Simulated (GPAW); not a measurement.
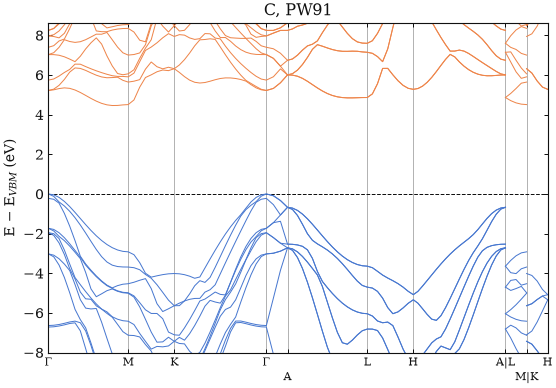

Band structure. Energies are counted from the top of the valence band.

Question: Which Bravais lattice do the labels of the path belong to?

Answer: A hexagonal (primitive) lattice: the path Γ–M–K–Γ–A–L–H–A|L–M|K–H runs through the special points of its Brillouin zone.

Structure: C, space group P6_3/mmc (No. 194), 8 atoms in the cell; a = 2.522 Å, c = 8.237 Å (hexagonal axes).

GPAW 26.7.0; PW91, PAW data sets generated in the run's folder for this functional, no spin polarisation, no spin-orbit coupling, 7×7×2 k mesh, 800 eV cutoff.

Question: Read off the fundamental gap and say whether it is direct.

Answer: The bands leave a gap. The gap along this path is 4.46 eV and indirect, from the valence-band top at Γ to the conduction-band bottom between Γ and M; the smallest direct gap is 5.22 eV, at Γ. At M the lowest conduction band lies only 0.05 eV higher.

Question: How many bands meet at the valence-band top?

Answer: Two bands meet at the valence-band top at Γ: it is doubly degenerate (spin aside).

Question: What are the direct gaps at K, A and H?

Answer: The direct gaps are 10.33 eV at K, 6.68 eV at A and 10.36 eV at H.

Question: How much do the top valence band and the lowest conduction band disperse along the path?

Answer: The top valence band spans 5.1 eV and the lowest conduction band 2.6 eV.

The k mesh is coarse. LDA, GGA and most meta-GGA functionals understate gaps. This is a hexagonal form of diamond, not graphite.
